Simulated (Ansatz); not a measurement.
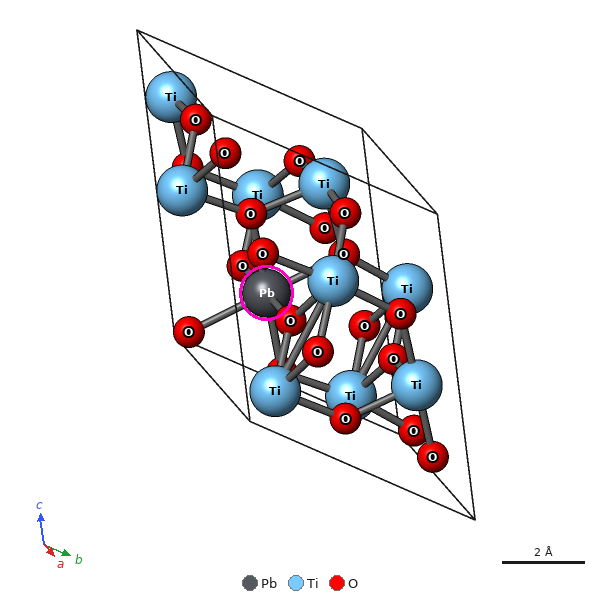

Shown here is a ball-and-stick view of the crystal, taken from a general direction. The supercell is drawn as a box. The host is TiO₂, in a cell of 24 sites, and the cell is neutral. A ring marks the defect's site.

Spot the defect.

Lead on a titanium site (a substitutional impurity). It is bonded to six O in a distorted octahedral arrangement at about 2.1 Å. Not all metal-metal contacts are counted.

The atoms were relaxed in the host's cell with Ansatz 0.2.0, DFT PBE+U, scalar-relativistic, plane waves, PAW.
